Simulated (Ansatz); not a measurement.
Input file:

```
crystal:
  lattice:
    - [5.4679684314, 0.0, 0.0]
    - [0.0, 5.4679684314, 0.0]
    - [0.4374374745, 0.0, 5.4679684314]
  atoms:
    - { symbol: Si, position: [0.2527174018, 0.2487037916, 0.2527137309] }
    - { symbol: Si, position: [0.0, 0.5036697045, 0.5] }
    - { symbol: Si, position: [0.5, 0.5036614871, 0.0] }
    - { symbol: Si, position: [0.5, 0.0028609563, 0.5] }
    - { symbol: Si, position: [0.7472825982, 0.2487037916, 0.7472862691] }
    - { symbol: Si, position: [0.747810607, 0.7437635894, 0.2521800121] }
    - { symbol: Si, position: [0.252189393, 0.7437635894, 0.7478199879] }
    - { symbol: Ge, position: [0.0, 0.0048730901, 0.0] }
basis:
  ecutwfc: 500
kpoints:
  mp_grid: { grid: [8, 8, 8] }
hamiltonian:
  xc: r2scan
scf:
  occupations: { method: gaussian, width: 0.02 }
output:
  forces: true
  stress: true
  eigenvalues: true
  write_density: true
  write_potential: true
  elf: true
  volumetric_format: npy
relax:
  adjacent_minimum: "off"
  f_tol: 0.008
  max_steps: 40
```

Command:

```sh
ansatz run input.yaml --threads 2 --pin off --max-ram 5120MiB --backend cpu --events-out ev --progress --plain --runs-dir out
```

Below, planes, directions and counts refer to the standardised cell (a = 7.43 Å, b = 8.05 Å, c = 5.47 Å, α = 90.00°, β = 90.00°, γ = 89.82°).

Space group P2; a structure from a database of computed crystals, not necessarily the ambient phase.

The calculation used DFT r2SCAN, scalar-relativistic, plane waves, PAW in Ansatz 0.2.0.

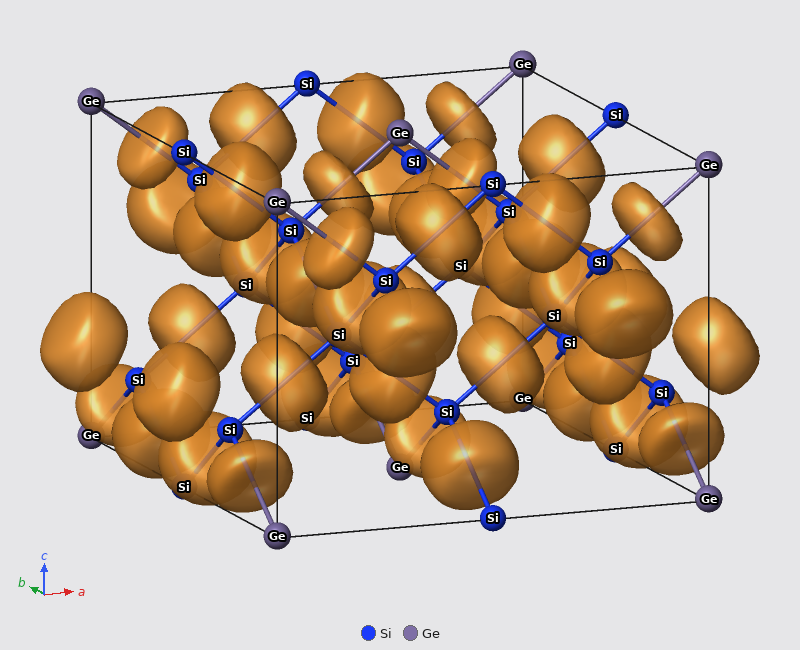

Si₇Ge. Isosurface of the ELF at 0.75 (orange), seen slightly off an axis. Only the valence region is drawn (cores and ρ < 0.01 e/Å³ removed). Sticks mark near contacts.

**Identify the bonds, lone pairs and shells in this picture.**

The ELF exceeds this value in eight regions between bonded Ge–Si atoms (shared pairs) and 24 regions between bonded Si–Si atoms (shared pairs), counted in one cell of 16 atoms. Any copies at cell faces, edges or corners count once. Profiles from the grid: Si–Si (2.33 Å): the ELF peaks at about 0.95 between the atoms, as expected for a covalent bond. Si–Ge (2.37 Å): the ELF peaks at about 0.95 between the atoms: a shared electron pair.
